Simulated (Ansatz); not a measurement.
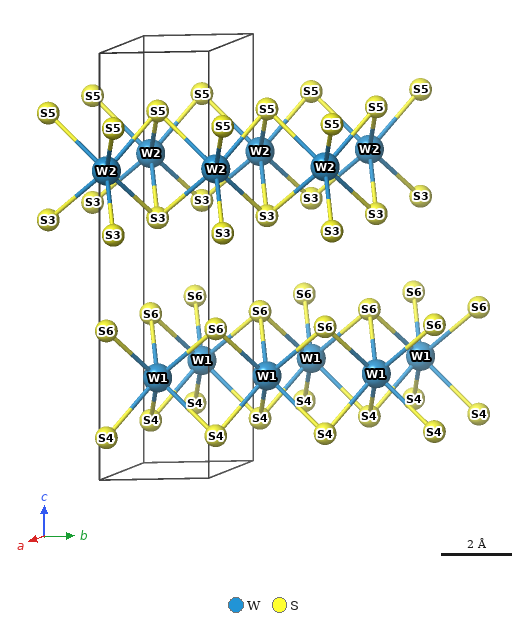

**Figure 1.** The structure (ball-and-stick view of the cell of the calculation, repeated 2 × 3 × 1, seen slightly off an axis; bonded neighbours outside the cell are drawn too; atoms are numbered from 1 in the order of the input). An atom can appear more than once, as a periodic image.

# What a change does: band-structure calculation on WS$_{2}$

System: WS$_{2}$ (P6₃/mmc, 6 atoms in the cell).
Method of run A: DFT, r2SCAN, plane waves, PAW, no spin polarisation (Ansatz 0.2.0).

The structure derives from an entry of the Crystallography Open Database. The geometry comes from this level: r2scan-rvv10. Text and figures count atoms from 1; the logs count them from 0 in places.

Input file, run A:
```yaml
crystal:
  lattice:
    - [3.1699447461, 0.0, 0.0]
    - [-1.5849723731, 2.7452526787, 0.0]
    - [0.0, 0.0, 12.491115982]
  atoms:
    - { symbol: W, position: [0.3333333333, 0.6666666667, 0.25] }
    - { symbol: W, position: [0.6666666667, 0.3333333333, 0.75] }
    - { symbol: S, position: [0.3333333333, 0.6666666667, 0.6248924639] }
    - { symbol: S, position: [0.6666666667, 0.3333333333, 0.1248924639] }
    - { symbol: S, position: [0.3333333333, 0.6666666667, 0.8751075361] }
    - { symbol: S, position: [0.6666666667, 0.3333333333, 0.3751075361] }
kpoints:
  mp_grid: { grid: [12, 12, 2] }
  band_path:
    path:
      - [0.0, 0.0, 0.0]
      - [0.5, 0.0, 0.0]
      - [0.3333333333, 0.3333333333, 0.0]
      - [0.0, 0.0, 0.5]
      - [0.5, 0.0, 0.5]
      - [0.3333333333, 0.3333333333, 0.5]
      - [0.171875, 0.174479, 0.0]
    npoints: 1
hamiltonian:
  xc: r2scan
scf:
  occupations: { method: fixed }
  n_extra_bands: 5
output:
  forces: true
  stress: true
  eigenvalues: true
```

Launched with:
```bash
ansatz run input.yaml --threads 2 --pin off --max-ram 3686MiB --backend cpu --events-out ev --progress --plain --runs-dir out
```

Hardware: 2 threads of Arm Neoverse V2, 24 GiB of memory available, shared host.

Output, shortened to warnings, some set-up lines, iterations and results (run A):
```
Basis set: ecut = 500 eV, 2763 PW (Γ), exchange–correlation on 96×96×384 points (64 copies of the dense FFT grid, shifted against one another)
Symmetry: 24 space group operations
k-points: 38 of 288
Initial density: superposition of atomic densities (neutral atoms: chi_scale 0, normalization atom), corrected by the library's trained network
[...]
SCF iter   1: F=—  HF=-24423.134684 eV  |F-HF|=—  |Δ(HF+E_count)|=         —  Δρ=7.90e-3  dr2=4.42e-2  dr2_τ=1.67e-1  ethr=1.77e-3  ⟨swp⟩=5.0  Hψ=4797  notcnv=0  defer=82
SCF iter   2: F=—  HF=-24423.274098 eV  |F-HF|=—  |Δ(HF+E_count)|=   1.39e-1  Δρ=4.65e-3  dr2=1.52e-2  dr2_τ=2.05e-3  ethr=8.51e-5  ⟨swp⟩=2.4  Hψ=2272  notcnv=0  defer=110
SCF iter   3: F=—  HF=-24423.278338 eV  |F-HF|=—  |Δ(HF+E_count)|=   4.24e-3  Δρ=2.70e-3  dr2=3.78e-3  dr2_τ=3.44e-4  ethr=2.92e-5  ⟨swp⟩=2.5  Hψ=1648  notcnv=0  defer=112
SCF iter   4: F=—  HF=-24423.281732 eV  |F-HF|=—  |Δ(HF+E_count)|=   3.39e-3  Δρ=2.27e-4  dr2=5.17e-5  dr2_τ=6.26e-6  ethr=7.27e-6  ⟨swp⟩=2.5  Hψ=1945  notcnv=0  defer=112
SCF iter   5: F=—  HF=-24423.281761 eV  |F-HF|=—  |Δ(HF+E_count)|=   2.88e-5  Δρ=7.02e-5  dr2=9.90e-6  dr2_τ=4.35e-7  ethr=9.95e-8  ⟨swp⟩=2.1  Hψ=1930  notcnv=0  defer=97
SCF iter   6: F=—  HF=-24423.281765 eV  |F-HF|=—  |Δ(HF+E_count)|=   3.51e-6  Δρ=1.31e-5  dr2=3.27e-7  dr2_τ=3.89e-8  ethr=1.90e-8  ⟨swp⟩=2.0  Hψ=1745  notcnv=0  defer=98
SCF iter   7: F=-24423.281765 eV  HF=-24423.281765 eV  |F-HF|=8.27e-9  |Δ(HF+E_count)|=   1.58e-7  Δρ=2.75e-6  dr2=5.91e-9  dr2_τ=6.21e-10  ethr=1.92e-10  ⟨swp⟩=11.1  Hψ=6255 …
SCF 1 converged in 7 iterations: F = -24423.281765 eV  dr2 = 5.91e-9
NSCF: frozen V_eff on 7 k-points
SCF converged after 7 iterations
Free energy (F): -24423.281765 eV
Harris-Foulkes:  -24423.281765 eV  (|F-HF|=8.27e-9)
Internal energy: -24423.281765 eV  (E = F + TS)
E sigma→0 (E₀):  -24423.281765 eV
Fermi energy:    11.240487 eV
--- Per-component energies (eV) ---
  E_band       = -431.742476
  E_kinetic    = 1334.060293
  E_local      = -3633.728936  (includes V_loc(G=0)·N_el)
  E_nonlocal   = 115.574971
  E_hartree    = 1447.746367
  E_xc         = -867.034757
  E_vxc        = -900.432169  (∫ρ·V_xc dr)
  E_paw        = -19624.427472  (= ΣΔE_a)
  E_vpaw       = -287.211162  (= ΣTr[D̂ρ^β])
  E_aug_tail   = -0.000096  (compensation charges beyond the density's cutoff)
  E_vtau       = 44.502503  (kinetic-family band-sum trace: ∫τ·v_τ [+ j·A + Jᵃ·Aᵃ] dr)
  E_ewald      = -3193.857170
  E_core_change = -1.614965  (= ΣΔE_core)
  E_smearing   = -0.000000  (= −TS)
  E_closure    = 0.000000  (closes the sum)
  Σ components = -24423.281765   (vs F -24423.281765, Δ=0.00e0)
--- Forces (eV/Å), atoms counted from 1 ---
  atom   1  W     -0.00000000    -0.00000000     0.00000000
  atom   2  W     -0.00000000     0.00000000     0.00000000
  atom   3  S      0.00000000     0.00000000     0.05210118
  atom   4  S      0.00000000    -0.00000000     0.05210118
  atom   5  S     -0.00000000     0.00000000    -0.05210118
  atom   6  S      0.00000000    -0.00000000    -0.05210118
  max |Σ_I F_I| component: 1.39e-17 eV/Å
--- Stress (GPa, compression-positive) ---
        1.312701      -0.000000       0.000000
        0.000000       1.312701      -0.000000
        0.000000      -0.000000       1.123867
  P = ⅓ Tr σ = 1.2498 GPa (12.498 kbar)
```

For run B the input was changed thus:
```diff
-  xc: r2scan
+  xc: pbe
```

How does run B compare with run A?

The total energies belong to different methods, so their difference says nothing on which is more stable or more accurate. The gap on the mesh goes from 1.16 to 1.05 eV. The pressure goes from 1.25 to 3.28 GPa. The largest force goes from 0.052 to 0.195 eV/Å. The functional changes from r2SCAN to PBE. The SCF takes 6 iterations against 7. The default cutoff goes from 500 to 420 eV with the change. The plane waves at Γ go from 2763 to 2105. On the same kind of shared host run B took about 0.39 times as long.

Output, shortened to warnings, some set-up lines, iterations and results (run B):
```
Basis set: ecut = 420 eV, 2105 PW (Γ), exchange–correlation on 48×48×180 points (8 copies of the dense FFT grid, shifted against one another)
Symmetry: 24 space group operations
k-points: 38 of 288
Initial density: superposition of atomic densities (neutral atoms: chi_scale 0, normalization atom), corrected by the library's trained network
[...]
SCF iter   1: F=—  HF=-24382.780346 eV  |F-HF|=—  |Δ(HF+E_count)|=         —  Δρ=5.15e-3  dr2=1.67e-2  ethr=1.77e-3  ⟨swp⟩=5.0  Hψ=4748  notcnv=0  defer=84
SCF iter   2: F=—  HF=-24382.784681 eV  |F-HF|=—  |Δ(HF+E_count)|=   4.33e-3  Δρ=2.75e-3  dr2=2.15e-3  ethr=3.21e-5  ⟨swp⟩=2.0  Hψ=1957  notcnv=0  defer=110
SCF iter   3: F=—  HF=-24382.788361 eV  |F-HF|=—  |Δ(HF+E_count)|=   3.68e-3  Δρ=1.24e-3  dr2=4.75e-4  ethr=4.13e-6  ⟨swp⟩=2.0  Hψ=1738  notcnv=0  defer=112
SCF iter   4: F=—  HF=-24382.789353 eV  |F-HF|=—  |Δ(HF+E_count)|=   9.92e-4  Δρ=6.39e-5  dr2=4.90e-6  ethr=9.13e-7  ⟨swp⟩=2.0  Hψ=1871  notcnv=0  defer=112
SCF iter   5: F=—  HF=-24382.789384 eV  |F-HF|=—  |Δ(HF+E_count)|=   3.14e-5  Δρ=1.28e-5  dr2=1.97e-7  ethr=9.43e-9  ⟨swp⟩=2.0  Hψ=1985  notcnv=0  defer=44
SCF iter   6: F=-24382.789384 eV  HF=-24382.789384 eV  |F-HF|=1.08e-8  |Δ(HF+E_count)|=   6.20e-8  Δρ=3.98e-6  dr2=2.54e-8  ethr=1.92e-10  ⟨swp⟩=10.7  Hψ=5755  notcnv=0
SCF 1 converged in 6 iterations: F = -24382.789384 eV  dr2 = 2.54e-8
NSCF: frozen V_eff on 7 k-points
SCF converged after 6 iterations
Free energy (F): -24382.789384 eV
Harris-Foulkes:  -24382.789384 eV  (|F-HF|=1.08e-8)
Internal energy: -24382.789384 eV  (E = F + TS)
E sigma→0 (E₀):  -24382.789384 eV
Fermi energy:    11.367236 eV
--- Per-component energies (eV) ---
  E_band       = -390.635456
  E_kinetic    = 1333.759174
  E_local      = -3634.464460  (includes V_loc(G=0)·N_el)
  E_nonlocal   = 114.752451
  E_hartree    = 1448.151325
  E_xc         = -924.811623
  E_vxc        = -830.744079  (∫ρ·V_xc dr)
  E_paw        = -19526.318952  (= ΣΔE_a)
  E_vpaw       = -270.244506  (= ΣTr[D̂ρ^β])
  E_aug_tail   = -0.000128  (compensation charges beyond the density's cutoff)
  E_ewald      = -3193.857170
  E_smearing   = -0.000000  (= −TS)
  E_closure    = 0.000000  (closes the sum)
  Σ components = -24382.789384   (vs F -24382.789384, Δ=0.00e0)
--- Forces (eV/Å), atoms counted from 1 ---
  atom   1  W     -0.00000000     0.00000000     0.00000000
  atom   2  W     -0.00000000     0.00000000     0.00000000
  atom   3  S     -0.00000000     0.00000000    -0.19542647
  atom   4  S      0.00000000    -0.00000000    -0.19542647
  atom   5  S     -0.00000000     0.00000000     0.19542647
  atom   6  S      0.00000000    -0.00000000     0.19542647
  max |Σ_I F_I| component: 5.55e-17 eV/Å
--- Stress (GPa, compression-positive) ---
        2.826181      -0.000000       0.000000
       -0.000000       2.826181       0.000000
        0.000000       0.000000       4.193032
  P = ⅓ Tr σ = 3.2818 GPa (32.818 kbar)
```

The two runs side by side:

```tsv
quantity	run A	run B
outcome	converged	converged
free energy per atom (eV)	−4070.5470	−4063.7982
gap on the mesh (eV)	1.16	1.05
pressure (GPa)	1.25	3.28
largest force (eV/Å)	0.052	0.195
SCF iterations	7	6
irreducible k-points	38	38
plane waves at Γ	2763	2105
wall time (shared host)	9.8 s	3.8 s
```

For both runs: Spin–orbit coupling is left out, which matters for W.
